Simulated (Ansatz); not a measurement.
C: geometry relaxation (part 2 of 2)

The same run, continued: C (I4₁/amd, 2 atoms in the cell); DFT, PBE, PAW with Ansatz's default frozen-core files, scalar-relativistic, no spin polarisation (Ansatz 0.2.0); cutoff 420 eV, 27×27×27 k-mesh, Fermi–Dirac smearing of 0.05 eV. The structure was built on a prototype by a generator; it need not be a known phase. Its volume is 0.49 times that of the source entry. It belongs to a series of runs on one base structure; here: beta_tin relaxed under pressure, PAW files.

Geometry of the input (Å; fractional positions):
```
-1.4870  1.4870  0.8179
1.4870  -1.4870  0.8179
1.4870  1.4870  -0.8179
C  -0.3750  -0.1250  -0.2500
C  0.3750  0.1250  0.2500
```

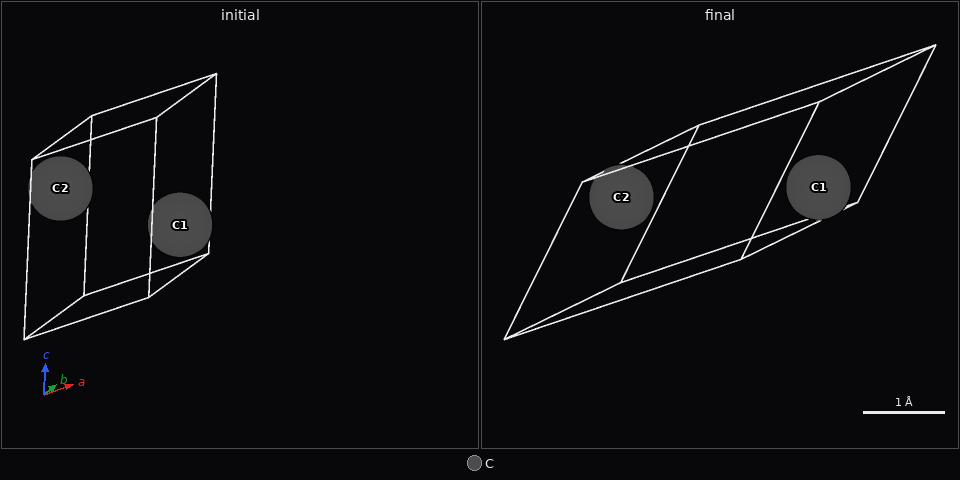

Fig. 1: Before (left) and after (right) the relaxation, at one scale (ball-and-stick view of the reduced cell, seen slightly off an axis). The atoms keep their places relative to the cell (all moves are under 0.005 Å). The drawn cell changes as follows: a 1.636 → 3.108 Å (+90.0 %), b = c 2.256 → 2.198 Å (−2.6 %), α 82.5° → 60.0°, β 68.7° → 45.0°, γ 68.7° → 45.0°; the volume changes by +3.8 %. Among the contacts that change: C1–C1 1.636 → 3.108 Å, C1–C2 1.542 → 1.346 Å. Bonds break: C1–C1 (1.64 → 3.11 Å), C2–C2 (1.64 → 3.11 Å). Among the angles that change: C2–C1–C2 149.2° → 109.5°, C2–C1–C2 94.0° → 109.5°. The space group (tolerance 0.01 Å) goes from I4_1/amd (No. 141) to Fd-3m (No. 227). Over 25 geometry steps the energy falls by 2491 meV per atom. All forces vanish by symmetry, so only the cell relaxes. The pressure goes from 329.66 to 380.00 GPa. The line search rejected the trial step at point 23 (counted from 0) and went back. 2 further SCFs at an unchanged geometry re-selected the plane-wave basis for the new cell. The energy change given includes the shifts at the re-selections in mid-walk, which come without any move. A last SCF at the same geometry on a re-selected plane-wave basis shifts the energy by next to nothing (0.0 meV per atom). (Atoms are counted from 1 in the order of the input.)

```
basis re-selected at this cell: Δ(F+E_penalty+E_count) = -6.726e-5 eV, ΔP = -0.000 GPa vs the last step (what re-selecting the basis moved, of the pressure what is left beyond the Pulay correction that the steps carried, after the strain that the cell walked since its last selection, with what the two solves' SCF thresholds leave and, on support functions, any second-order correction that the steps lacked; it is no measure of the basis error at this ecutwfc). This SCF's stress stands 4.97e-2 GPa from its target on what of the cell is left free (relax.cell.stress_tol is 1.90e-1 GPa) and its largest allowed force component is 0.00e0 eV/Å (relax.f_tol is 5.00e-3 eV/Å): within both
SCF converged after 3 iterations
Free energy (F): -498.265802 eV
Harris-Foulkes:  -498.265802 eV  (|F-HF|=3.04e-11)
Internal energy: -498.265802 eV  (E = F + TS)
E sigma→0 (E₀):  -498.265802 eV
Fermi energy:    24.673017 eV
--- Per-component energies (eV) ---
  E_band       = 80.988824
  E_kinetic    = 218.197891
  E_local      = -92.560596  (includes V_loc(G=0)·N_el)
  E_nonlocal   = 60.951016
  E_hartree    = 21.585041
  E_xc         = -105.524249
  E_vxc        = -131.525930  (∫ρ·V_xc dr)
  E_paw        = -201.625215  (= ΣΔE_a)
  E_vpaw       = -17.243662  (= ΣTr[D̂ρ^β])
  E_aug_tail   = 0.000019  (compensation charges beyond the density's cutoff)
  E_ewald      = -399.289709
  E_smearing   = -0.000000  (= −TS)
  E_closure    = -0.000000  (closes the sum)
  Σ components = -498.265802   (vs F -498.265802, Δ=0.00e0)
--- Forces (eV/Å), atoms counted from 1 ---
  atom   1  C     -0.00000000    -0.00000000     0.00000000
  atom   2  C     -0.00000000    -0.00000000     0.00000000
  max |Σ_I F_I| component: 2.78e-17 eV/Å
--- Stress (GPa, compression-positive) ---
      379.976924       0.000000       0.000000
        0.000000     379.976924       0.000000
        0.000000       0.000000     380.049710
  P = ⅓ Tr σ = 380.0012 GPa (3800.012 kbar)
--- Band table (eV; the first three rows and the last of 1470) ---
  k-point 0: bands = ["-5.7775", "22.1023", "22.1023", "22.1034", "28.8538", "28.8546", "28.8546", "45.7879"]
  k-point 1: bands = ["-5.7118", "21.7500", "21.7510", "21.9731", "28.8161", "29.2686", "29.2695", "45.6046"]
  k-point 2: bands = ["-5.5147", "20.8948", "20.8956", "21.6011", "28.7100", "30.3233", "30.3244", "44.6528"]
  k-point 1469: bands = ["5.8330", "5.8346", "12.6371", "12.8573", "27.7380", "27.9672", "46.0576", "46.1593"]
--- Relaxed structure (26 steps of the walk, 25 accepted, 3 SCFs on fresh bases) ---
  F+E_penalty+E_count = -498.26580170 eV   max|allowed force component| = 0.000e0 eV/Å   (the final SCF, on the basis selected at the relaxed cell)
  cell:  # Å, volume = 7.5073 Å³
    - [-1.0989481553497373, 1.0989481553497373, 1.5540632378369217]
    - [1.0989481553497373, -1.0989481553497373, 1.5540632378369217]
    - [1.0989481553497373, 1.0989481553497373, -1.5540632378369217]
  atoms:
    - { symbol: C, position: [-0.37500000000000006, -0.12499999999999997, -0.25000000000000006] }
    - { symbol: C, position: [0.37500000000000006, 0.12499999999999997, 0.25000000000000006] }
```

File rho_z.tsv
```
# z_ang	rho[e/angstrom^3]
# format = ansatz-planar-average/11
# lattice	-1.098948155	1.098948155	1.554063238
# lattice	1.098948155	-1.098948155	1.554063238
# lattice	1.098948155	1.098948155	-1.554063238
# sites	2
# site	6	0.000000000	-0.549474078	-0.388515809
# site	6	-0.000000000	0.549474078	0.388515809
0.000000	1.090089e0
0.146522	1.082160e0
0.293045	1.063259e0
0.439567	1.045609e0
0.586090	1.041309e0
0.732612	1.053402e0
0.879135	1.073425e0
1.025657	1.088026e0
1.172180	1.088026e0
1.318702	1.073425e0
1.465225	1.053402e0
1.611747	1.041309e0
1.758269	1.045609e0
1.904792	1.063259e0
2.051314	1.082160e0
```

File v_z.tsv
```
# z_ang	v_es[eV]	v_tot[eV]
# format = ansatz-planar-average/11
# xc	pbe
# density_cutoff_ev	1680
# datasets	C=:simpson_from_first_knot:soft
# lattice	-1.098948155	1.098948155	1.554063238
# lattice	1.098948155	-1.098948155	1.554063238
# lattice	1.098948155	1.098948155	-1.554063238
# sites	2
# site	6	0.000000000	-0.549474078	-0.388515809
# site	6	-0.000000000	0.549474078	0.388515809
0.000000	3.610067e0	-1.180256e1
0.146522	3.526209e0	-1.187284e1
0.293045	3.241797e0	-1.212219e1
0.439567	2.832230e0	-1.249580e1
0.586090	2.706989e0	-1.261184e1
0.732612	3.032812e0	-1.231146e1
0.879135	3.411564e0	-1.197174e1
1.025657	3.589849e0	-1.181931e1
1.172180	3.589849e0	-1.181931e1
1.318702	3.411564e0	-1.197174e1
1.465225	3.032812e0	-1.231146e1
1.611747	2.706989e0	-1.261184e1
1.758269	2.832230e0	-1.249580e1
1.904792	3.241797e0	-1.212219e1
2.051314	3.526209e0	-1.187284e1
```

Trajectory as extended XYZ (Å, eV, eV/Å), 29 frames, from step=1 to step=29
```
2
Lattice="-1.4870 1.4870 0.8179 1.4870 -1.4870 0.8179 1.4870 1.4870 -0.8179" Properties=species:S:1:pos:R:3:forces:R:3 step=1 energy=-493.28374 pressure_GPa=329.66
C     0.0000   -0.7435   -0.2045    0.0000   0.0000   0.0000
C     0.0000    0.7435    0.2045    0.0000   0.0000   0.0000
2
Lattice="-1.4649 1.4649 0.8225 1.4649 -1.4649 0.8225 1.4649 1.4649 -0.8225" Properties=species:S:1:pos:R:3:forces:R:3 step=2 energy=-492.95827 pressure_GPa=368.21
C     0.0000   -0.7324   -0.2056    0.0000   0.0000   0.0000
C     0.0000    0.7324    0.2056    0.0000   0.0000   0.0000
2
Lattice="-1.4276 1.4276 0.8474 1.4276 -1.4276 0.8474 1.4276 1.4276 -0.8474" Properties=species:S:1:pos:R:3:forces:R:3 step=3 energy=-492.68196 pressure_GPa=411.35
C     0.0000   -0.7138   -0.2119    0.0000   0.0000   0.0000
C     0.0000    0.7138    0.2119    0.0000   0.0000   0.0000
2
Lattice="-1.4174 1.4174 0.8678 1.4174 -1.4174 0.8678 1.4174 1.4174 -0.8678" Properties=species:S:1:pos:R:3:forces:R:3 step=4 energy=-492.87195 pressure_GPa=401.26
C     0.0000   -0.7087   -0.2170    0.0000   0.0000   0.0000
C     0.0000    0.7087    0.2170    0.0000   0.0000   0.0000
2
Lattice="-1.4024 1.4024 0.9014 1.4024 -1.4024 0.9014 1.4024 1.4024 -0.9014" Properties=species:S:1:pos:R:3:forces:R:3 step=5 energy=-493.19670 pressure_GPa=383.27
C     0.0000   -0.7012   -0.2253    0.0000   0.0000   0.0000
C     0.0000    0.7012    0.2253    0.0000   0.0000   0.0000
2
Lattice="-1.3774 1.3774 0.9413 1.3774 -1.3774 0.9413 1.3774 1.3774 -0.9413" Properties=species:S:1:pos:R:3:forces:R:3 step=6 energy=-493.38498 pressure_GPa=383.84
C     0.0000   -0.6887   -0.2353    0.0000   0.0000   0.0000
C     0.0000    0.6887    0.2353    0.0000   0.0000   0.0000
2
Lattice="-1.3514 1.3514 0.9812 1.3514 -1.3514 0.9812 1.3514 1.3514 -0.9812" Properties=species:S:1:pos:R:3:forces:R:3 step=7 energy=-493.55934 pressure_GPa=389.70
C     0.0000   -0.6757   -0.2453    0.0000   0.0000   0.0000
C     0.0000    0.6757    0.2453    0.0000   0.0000   0.0000
2
Lattice="-1.3252 1.3252 1.0211 1.3252 -1.3252 1.0211 1.3252 1.3252 -1.0211" Properties=species:S:1:pos:R:3:forces:R:3 step=8 energy=-493.76121 pressure_GPa=397.84
C     0.0000   -0.6626   -0.2553    0.0000   0.0000   0.0000
C     0.0000    0.6626    0.2553    0.0000   0.0000   0.0000
2
Lattice="-1.2991 1.2991 1.0610 1.2991 -1.2991 1.0610 1.2991 1.2991 -1.0610" Properties=species:S:1:pos:R:3:forces:R:3 step=9 energy=-493.99918 pressure_GPa=406.19
C     0.0000   -0.6496   -0.2653    0.0000   0.0000   0.0000
C     0.0000    0.6496    0.2653    0.0000   0.0000   0.0000
2
Lattice="-1.2736 1.2736 1.1009 1.2736 -1.2736 1.1009 1.2736 1.2736 -1.1009" Properties=species:S:1:pos:R:3:forces:R:3 step=10 energy=-494.24839 pressure_GPa=413.99
C     0.0000   -0.6368   -0.2752    0.0000   0.0000   0.0000
C     0.0000    0.6368    0.2752    0.0000   0.0000   0.0000
2
Lattice="-1.2488 1.2488 1.1408 1.2488 -1.2488 1.1408 1.2488 1.2488 -1.1408" Properties=species:S:1:pos:R:3:forces:R:3 step=11 energy=-494.48874 pressure_GPa=420.97
C     0.0000   -0.6244   -0.2852    0.0000   0.0000   0.0000
C     0.0000    0.6244    0.2852    0.0000   0.0000   0.0000
2
Lattice="-1.2285 1.2285 1.1813 1.2285 -1.2285 1.1813 1.2285 1.2285 -1.1813" Properties=species:S:1:pos:R:3:forces:R:3 step=12 energy=-494.80661 pressure_GPa=416.02
C     0.0000   -0.6143   -0.2953    0.0000   0.0000   0.0000
C     0.0000    0.6143    0.2953    0.0000   0.0000   0.0000
2
Lattice="-1.2080 1.2080 1.2222 1.2080 -1.2080 1.2222 1.2080 1.2080 -1.2222" Properties=species:S:1:pos:R:3:forces:R:3 step=13 energy=-495.06156 pressure_GPa=412.95
C     0.0000   -0.6040   -0.3056    0.0000   0.0000   0.0000
C     0.0000    0.6040    0.3056    0.0000   0.0000   0.0000
2
Lattice="-1.1887 1.1887 1.2631 1.1887 -1.1887 1.2631 1.1887 1.1887 -1.2631" Properties=species:S:1:pos:R:3:forces:R:3 step=14 energy=-495.27654 pressure_GPa=408.20
C     0.0000   -0.5944   -0.3158    0.0000   0.0000   0.0000
C     0.0000    0.5944    0.3158    0.0000   0.0000   0.0000
2
Lattice="-1.1712 1.1712 1.3040 1.1712 -1.1712 1.3040 1.1712 1.1712 -1.3040" Properties=species:S:1:pos:R:3:forces:R:3 step=15 energy=-495.46399 pressure_GPa=400.17
C     0.0000   -0.5856   -0.3260    0.0000   0.0000   0.0000
C     0.0000    0.5856    0.3260    0.0000   0.0000   0.0000
2
Lattice="-1.1549 1.1549 1.3449 1.1549 -1.1549 1.3449 1.1549 1.1549 -1.3449" Properties=species:S:1:pos:R:3:forces:R:3 step=16 energy=-495.60787 pressure_GPa=390.32
C     0.0000   -0.5775   -0.3362    0.0000   0.0000   0.0000
C     0.0000    0.5775    0.3362    0.0000   0.0000   0.0000
2
Lattice="-1.1393 1.1393 1.3858 1.1393 -1.1393 1.3858 1.1393 1.1393 -1.3858" Properties=species:S:1:pos:R:3:forces:R:3 step=17 energy=-495.68730 pressure_GPa=380.42
C     0.0000   -0.5696   -0.3464    0.0000   0.0000   0.0000
C     0.0000    0.5696    0.3464    0.0000   0.0000   0.0000
2
Lattice="-1.1388 1.1388 1.3871 1.1388 -1.1388 1.3871 1.1388 1.1388 -1.3871" Properties=species:S:1:pos:R:3:forces:R:3 step=18 energy=-495.68950 pressure_GPa=380.02
C     0.0000   -0.5694   -0.3468    0.0000   0.0000   0.0000
C     0.0000    0.5694    0.3468    0.0000   0.0000   0.0000
2
Lattice="-1.1388 1.1388 1.3871 1.1388 -1.1388 1.3871 1.1388 1.1388 -1.3871" Properties=species:S:1:pos:R:3:forces:R:3 step=19 energy=-497.05118 pressure_GPa=446.98
C     0.0000   -0.5694   -0.3468    0.0000   0.0000   0.0000
C     0.0000    0.5694    0.3468    0.0000   0.0000   0.0000
2
Lattice="-1.1277 1.1277 1.4280 1.1277 -1.1277 1.4280 1.1277 1.1277 -1.4280" Properties=species:S:1:pos:R:3:forces:R:3 step=20 energy=-497.41655 pressure_GPa=431.90
C     0.0000   -0.5639   -0.3570    0.0000   0.0000   0.0000
C     0.0000    0.5639    0.3570    0.0000   0.0000   0.0000
2
Lattice="-1.1183 1.1183 1.4689 1.1183 -1.1183 1.4689 1.1183 1.1183 -1.4689" Properties=species:S:1:pos:R:3:forces:R:3 step=21 energy=-497.75852 pressure_GPa=413.42
C     0.0000   -0.5591   -0.3672    0.0000   0.0000   0.0000
C     0.0000    0.5591    0.3672    0.0000   0.0000   0.0000
2
Lattice="-1.1087 1.1087 1.5098 1.1087 -1.1087 1.5098 1.1087 1.1087 -1.5098" Properties=species:S:1:pos:R:3:forces:R:3 step=22 energy=-498.02525 pressure_GPa=396.58
C     0.0000   -0.5544   -0.3774    0.0000   0.0000   0.0000
C     0.0000    0.5544    0.3774    0.0000   0.0000   0.0000
2
Lattice="-1.1007 1.1007 1.5489 1.1007 -1.1007 1.5489 1.1007 1.1007 -1.5489" Properties=species:S:1:pos:R:3:forces:R:3 step=23 energy=-498.24953 pressure_GPa=378.29
C     0.0000   -0.5504   -0.3872    0.0000   0.0000   0.0000
C     0.0000    0.5504    0.3872    0.0000   0.0000   0.0000
2
Lattice="-1.0993 1.0993 1.5493 1.0993 -1.0993 1.5493 1.0993 1.0993 -1.5493" Properties=species:S:1:pos:R:3:forces:R:3 step=24 energy=-498.20804 pressure_GPa=381.99 accepted=F
C     0.0000   -0.5497   -0.3873    0.0000   0.0000   0.0000
C     0.0000    0.5497    0.3873    0.0000   0.0000   0.0000
2
Lattice="-1.1001 1.1001 1.5491 1.1001 -1.1001 1.5491 1.1001 1.1001 -1.5491" Properties=species:S:1:pos:R:3:forces:R:3 step=25 energy=-498.23057 pressure_GPa=379.98
C     0.0000   -0.5500   -0.3873    0.0000   0.0000   0.0000
C     0.0000    0.5500    0.3873    0.0000   0.0000   0.0000
2
Lattice="-1.1001 1.1001 1.5491 1.1001 -1.1001 1.5491 1.1001 1.1001 -1.5491" Properties=species:S:1:pos:R:3:forces:R:3 step=26 energy=-498.24510 pressure_GPa=381.79
C     0.0000   -0.5500   -0.3873    0.0000   0.0000   0.0000
C     0.0000    0.5500    0.3873    0.0000   0.0000   0.0000
2
Lattice="-1.0990 1.0990 1.5539 1.0990 -1.0990 1.5539 1.0990 1.0990 -1.5539" Properties=species:S:1:pos:R:3:forces:R:3 step=27 energy=-498.26453 pressure_GPa=380.11
C     0.0000   -0.5495   -0.3885    0.0000   0.0000   0.0000
C     0.0000    0.5495    0.3885    0.0000   0.0000   0.0000
2
Lattice="-1.0989 1.0989 1.5541 1.0989 -1.0989 1.5541 1.0989 1.0989 -1.5541" Properties=species:S:1:pos:R:3:forces:R:3 step=28 energy=-498.26573 pressure_GPa=380.00
C     0.0000   -0.5495   -0.3885    0.0000   0.0000   0.0000
C     0.0000    0.5495    0.3885    0.0000   0.0000   0.0000
2
Lattice="-1.0989 1.0989 1.5541 1.0989 -1.0989 1.5541 1.0989 1.0989 -1.5541" Properties=species:S:1:pos:R:3:forces:R:3 step=29 energy=-498.26580 pressure_GPa=380.00
C     0.0000   -0.5495   -0.3885    0.0000   0.0000   0.0000
C     0.0000    0.5495    0.3885    0.0000   0.0000   0.0000
```

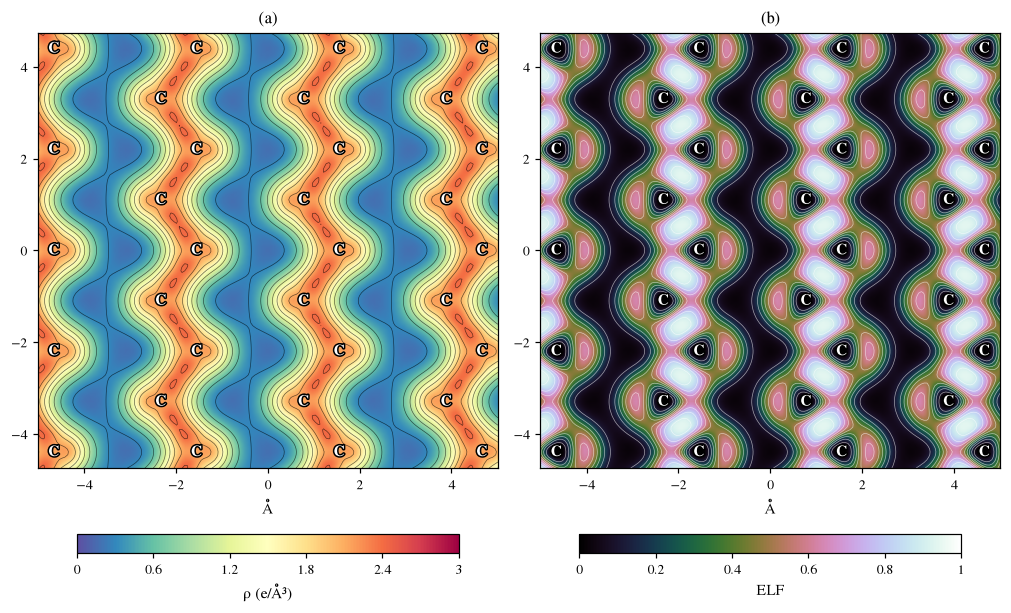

Fig. 2: (a) valence electron density; (b) electron localisation function on the (101) plane of the conventional cell. C–C (1.35 Å): ρ is about 2.4 e/Å³ halfway, a local maximum along the line; the ELF peaks at about 0.95 between the atoms; a multiple bond by its length, whose ELF region spreads away from the axis. Away from the nuclei the density in this plane falls to 0.18 e/Å³ at its lowest. Core electrons are frozen (PAW), so the fields are smoothed inside the atomic spheres.

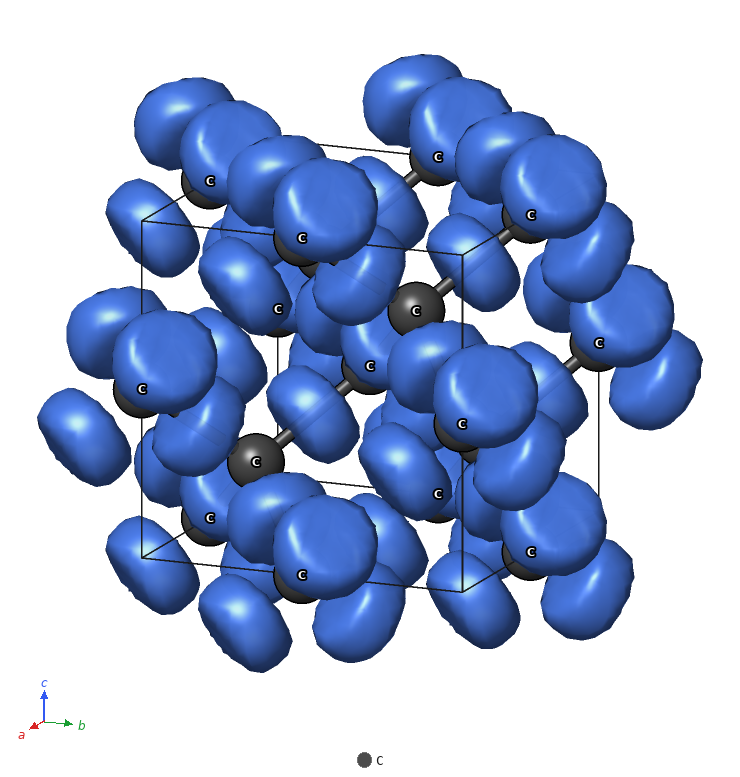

Fig. 3: Isosurface of the ELF at 0.7 (blue), seen slightly off an axis. Core shells and regions of very low density are left out. Sticks mark near contacts. The outline is the cell set on symmetry axes. The ELF exceeds this value in 16 regions between bonded C–C atoms (shared pairs), counted in one cell of 8 atoms. Along the contacts the grid gives the following. C–C (1.35 Å): the ELF peaks at about 0.95 between the atoms (a double or triple bond).

Key numbers

```csv
quantity,value
outcome,converged
space group (tolerance 0.01 Å),I4₁/amd (141) → Fd-3m (227)
electrons treated,8
free energy,−498.2658 eV
Fermi energy,24.673 eV
gap on the k-point mesh,5.18 eV
pressure,380.00 GPa
final volume,7.51 Å³
largest force (length of the vector) at the end,under 0.001 eV/Å
final cell,"a = 2.198 Å, b = 2.198 Å, c = 2.198 Å, α = 120.00°, β = 120.00°, γ = 90.00°"
hardware,"1 thread of Intel Xeon @ 2.50GHz (Skylake/Cascade Lake), 192 GiB of memory available, shared host"
wall time,6.5 min
peak memory,0.49 GiB
```

Notes

The cell was relaxed to the target pressure of the input; what is minimised is then the enthalpy E + pV.
